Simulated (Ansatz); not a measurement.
# Calculations on WS$_{2}$

**1. Relaxation**

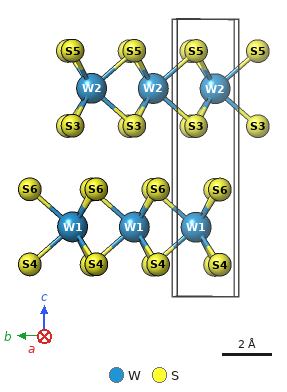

This is the input geometry for a relaxation of crystalline WS$_{2}$ (set up in P6_3/mmc). A ball-and-stick model of the cell of the calculation, repeated 1 × 3 × 1 with one cell outlined, seen from a free direction.

Case: volume × 0.91, shape and atoms relaxed.

Method: DFT PBE+D3(BJ), scalar-relativistic, plane waves, PAW in Ansatz.

The input:
```yaml
crystal:
  lattice:
    - [3.0863749037, 0.0, 0.0]
    - [-1.5431874518, 2.6728790722, 0.0]
    - [0.0, 0.0, 11.5384044696]
  atoms:
    - { symbol: W, position: [0.3333333333, 0.6666666667, 0.25] }
    - { symbol: W, position: [0.6666666667, 0.3333333333, 0.75] }
    - { symbol: S, position: [0.3333333333, 0.6666666667, 0.6146983098] }
    - { symbol: S, position: [0.6666666667, 0.3333333333, 0.1146983098] }
    - { symbol: S, position: [0.3333333333, 0.6666666667, 0.8853016902] }
    - { symbol: S, position: [0.6666666667, 0.3333333333, 0.3853016902] }
basis:
  ecutwfc: 420
kpoints:
  mp_grid: { grid: [12, 12, 4] }
hamiltonian:
  xc: pbe
  dispersion: d3bj
scf:
  occupations: { method: gaussian, width: 0.02 }
output:
  forces: true
  stress: true
  eigenvalues: true
relax:
  adjacent_minimum: "off"
  f_tol: 0.01
  max_steps: 30
  cell: { stress_tol: 0.1, fix: [volume] }
```

Command:
```bash
ansatz run input.yaml --threads 2 --pin off --max-ram 5120MiB --backend cpu --events-out ev --progress --plain --runs-dir out
```

What does the optimiser find from here?

The largest moves relative to the cell, 0.030 Å, are those of S3, S4, S5 and S6. S6 goes along +c. W stays in place. The drawn cell changes at constant volume: a = b 3.086 → 3.097 Å (+0.4 %), c 11.538 → 11.457 Å (−0.7 %). Some distances before and after: W1–S4 2.369 → 2.386 Å, W1–W1 3.086 → 3.097 Å. The space group stays P6_3/mmc (No. 194). Over 3 accepted moves (4 points after the start) the energy falls by 5.6 meV per atom. Largest force component: 0.59 eV/Å at the start, 0.0022 eV/Å at the end. The pressure goes from 11.05 to 7.56 GPa. At 1 point the geometry stayed and the basis and grid were re-selected for the new cell (energy shift of less than 0.05 meV per atom at most each time). Cost: 11 s on 2 threads of Intel(R) Xeon(R) 6975P-C (Granite Rapids) (shared host), peak memory 0.53 GiB.

Step by step:

```
step  E − E(0), meV/atom  largest force component, eV/Å  pressure, GPa                      note
   0                0.00                         0.5926          11.05                          
   1               -2.89                         0.2726           5.66                          
   2               -5.47                         0.0622           7.38                          
   3               -5.64                         0.0022           7.56                          
   4               -5.64                         0.0022           7.56  same geometry, new basis
```

**2. Relaxation**

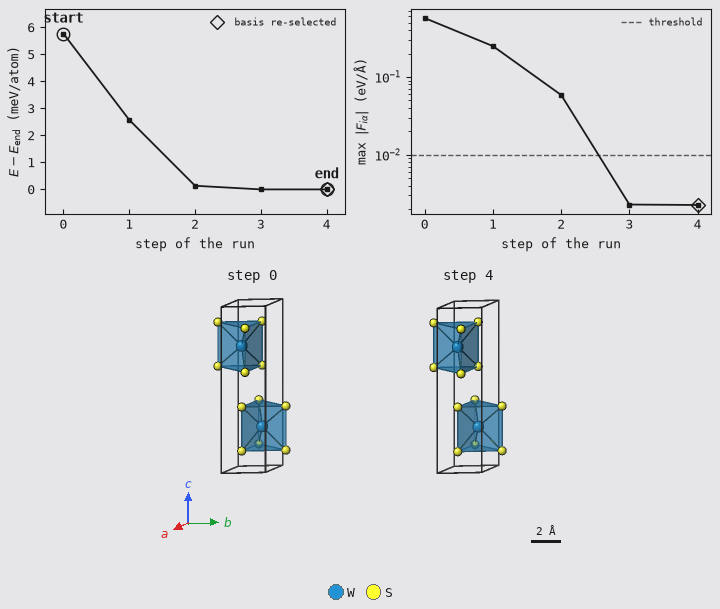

First and last geometry of a relaxation of a crystal of WS$_{2}$ (set up in P6_3/mmc), with the history of the run. Style: polyhedral. Shown: the cell of the calculation, slightly off an axis.

Case: volume × 0.94, shape and atoms relaxed.

Level of theory: DFT PBE+D3(BJ), scalar-relativistic, plane waves, PAW (Ansatz 0.2.0). Set-up: plane-wave cutoff 420 eV; k-point mesh 12 × 12 × 4; occupations gaussian; smearing width 0.02 eV; no spin polarisation; cell relaxed at fixed volume; force threshold 0.01 eV/Å; at most 30 steps.

> What do the curves and the structures tell?

It converged. After 3 accepted moves (4 points after the start) the energy has fallen by 5.8 meV per atom. Largest force component: 0.57 eV/Å at the start, 0.0023 eV/Å at the end. Pressure: 7.87 GPa at the start and 4.28 GPa at the end. The SCF was repeated once at an unchanged geometry on a basis and grid sized afresh for the cell, which shifted the energy by less than 0.05 meV per atom at most. The largest moves relative to the cell, 0.032 Å, are those of S atoms. W stays in place. The drawn cell changes at constant volume: a = b 3.106 → 3.120 Å (+0.4 %), c 11.767 → 11.664 Å (−0.9 %). Some distances before and after: S–W 2.377 → 2.395 Å, W–W 3.106 → 3.120 Å. The space group stays P6_3/mmc (No. 194). The run took 12 s on 2 threads of Intel(R) Xeon(R) 6975P-C (Granite Rapids), on a shared host, peak memory 0.54 GiB.

```json
{"step": "0", "E − E(0), meV/atom": "0.00", "largest force component, eV/Å": "0.5704", "pressure, GPa": "7.87", "note": ""}
{"step": "1", "E − E(0), meV/atom": "-3.19", "largest force component, eV/Å": "0.2489", "pressure, GPa": "2.38", "note": ""}
{"step": "2", "E − E(0), meV/atom": "-5.63", "largest force component, eV/Å": "0.0586", "pressure, GPa": "4.14", "note": ""}
{"step": "3", "E − E(0), meV/atom": "-5.77", "largest force component, eV/Å": "0.0023", "pressure, GPa": "4.28", "note": ""}
{"step": "4", "E − E(0), meV/atom": "-5.77", "largest force component, eV/Å": "0.0023", "pressure, GPa": "4.28", "note": "same geometry, new basis"}
```

**3. A change**

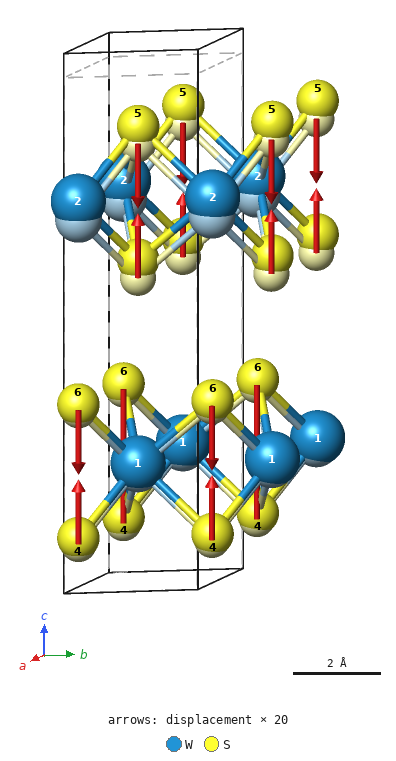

A crystal of WS2 (set up in P6_3/mmc), drawn pale, and a changed version of it, drawn solid. The red arrows show how the atoms are displaced (without the part that the change of the cell carries along), magnified 20 times. A ball-and-stick model of the cell of the calculation, repeated 2 × 2 × 1 with one cell outlined, seen slightly off an axis.

Method: Ansatz 0.2.0, DFT PBE+D3(BJ), scalar-relativistic, plane waves, PAW. Settings: plane-wave cutoff 420 eV; k-point mesh 12 × 12 × 4; occupations gaussian; smearing width 0.02 eV; no spin polarisation.

Describe the change and its computed effect.

The volume is changed by +6.0 %. The cell's shape and the atoms are relaxed at that volume. The volume changes by +6.0 %, with a = b 3.154 → 3.173 Å (+0.6 %), c 12.143 → 12.715 Å (+4.7 %). The largest moves relative to the cell, 0.076 Å, are those of S atoms. W stays in place. Near-neighbour distances before and after: S–W 2.407 → 2.415 Å. The space group stays P6_3/mmc (No. 194). It costs 7.5 meV per atom. The pressure goes from 0.0 to −2.0 GPa.
